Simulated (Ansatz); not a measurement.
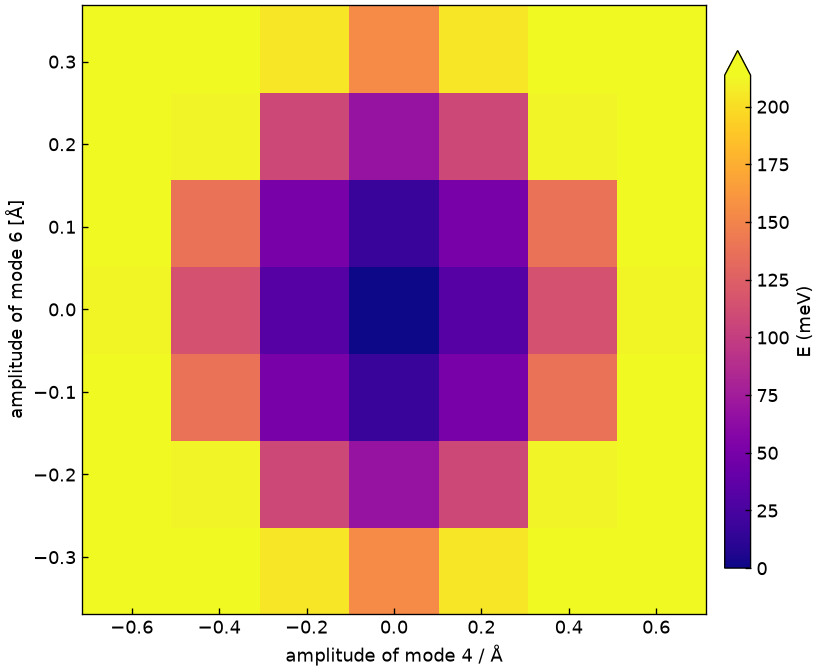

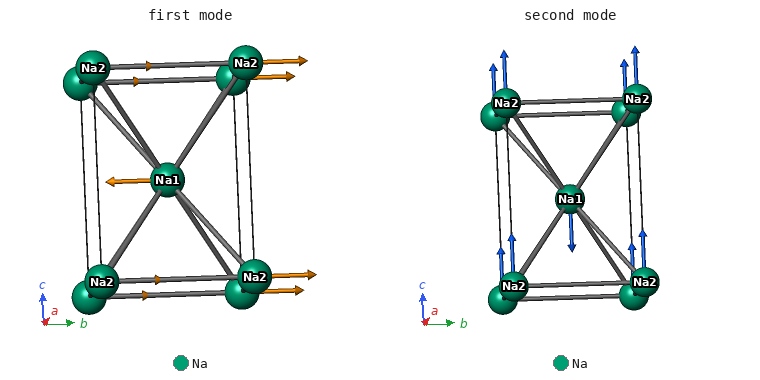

Energy landscape of Na (I4/mmm, No. 139; 2 atoms in the cell). The energy is mapped over two normal modes frozen in (zone-centre modes of the 2-atom cell of this scan, which folds in the wave vector (1/2, 1/2, 1/2) of the primitive cell). First axis: amplitude of mode 4 (97 cm⁻¹), largest displacement. Second axis: amplitude of mode 6 (133 cm⁻¹), largest displacement. Nothing is relaxed (the cell and all other modes fixed). Grid: 7 × 7 points; 16 points were computed and 33 follow by symmetry. Points are written as (first, second). Energies are in meV per cell, from the lowest grid point. These are results of DFT PBEsol, scalar-relativistic, plane waves, PAW (Ansatz), not measurements. Settings: cutoff 520 eV, k-mesh 12×12×10 in the order of the run's cell vectors, gaussian smearing 0.15 eV, no spin polarisation.

The picture shows one coloured cell a grid point, one colour for all values above the top of the scale. The second picture is the structure at the lowest point

> What does the map say about the system?

The lowest grid point is at (0.000 Å, 0.000 Å). No other kind of well shows on this grid. The highest grid point, (−0.612 Å, −0.316 Å), lies 484 meV above the lowest.

The input of one point:

```yaml
crystal:
  lattice:
    - [0.0, -3.7271439106, 0.0]
    - [-3.7271439106, 0.0, 0.0]
    - [0.0, 0.0, -5.2241838134]
  atoms:
    - { symbol: Na, position: [0.5, 0.5, 0.5] }
    - { symbol: Na, position: [0.0, 0.0, 0.0] }
basis:
  ecutwfc: 520.0
kpoints:
  mp_grid: { grid: [12, 12, 10] }
hamiltonian:
  xc: pbesol
scf:
  occupations: { method: gaussian, width: 0.15 }
output:
  forces: true
  stress: true
  eigenvalues: true
```

Each point was launched as `ansatz run input.yaml --threads 1 --pin off --max-ram 2048MiB --backend cpu --events-out ev --progress --plain --runs-dir out`. Time for the 16 points that were run: 5.3 min on 1 thread of Arm Neoverse V1, on a shared host.
